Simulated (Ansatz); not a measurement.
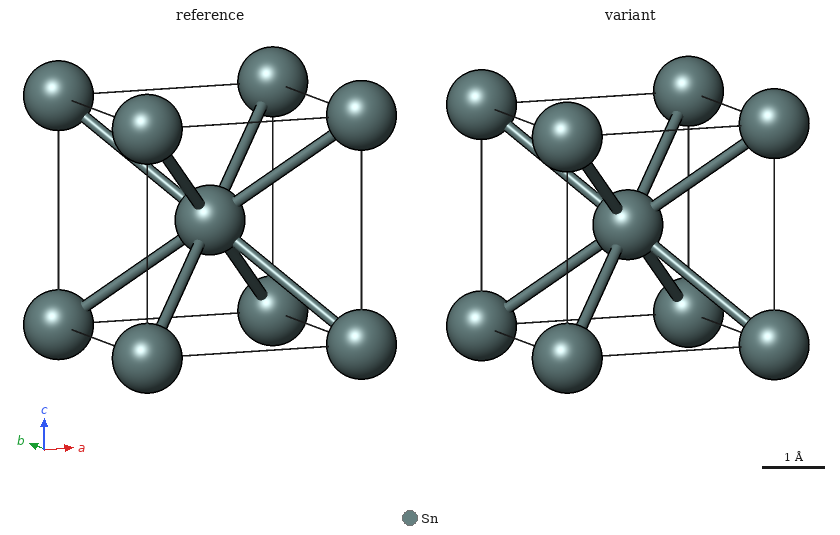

Left: a symmetric starting cell of Sn. Right: the same structure after one change, at the same scale. A ball-and-stick model of the conventional cell (2 times the calculation's cell), seen slightly off an axis. Lengths and directions refer to the drawn axes.

These are results of DFT PBEsol, scalar-relativistic, plane waves, PAW (Ansatz 0.2.0), not measurements. (plane-wave cutoff 420 eV; k-point mesh 16 × 16 × 16; occupations gaussian; smearing width 0.1 eV; no spin polarisation)

Q: What was changed?

A: All lengths are scaled by −3.4 % (volume −9.9 %), the atoms keeping their fractional coordinates. No relaxation follows. The starting cell wasn't computed here and needn't be at equilibrium, so pressure and forces aren't due to the change alone.

Q: How do the computed properties respond?

A: The pressure is 4.3 GPa (not all of it need come from the change, since the unchanged cell can be under pressure at this level too). All forces vanish by symmetry. Some distances before and after: Sn–Sn 3.282 → 3.170 Å. The space group stays Im-3m (No. 229).
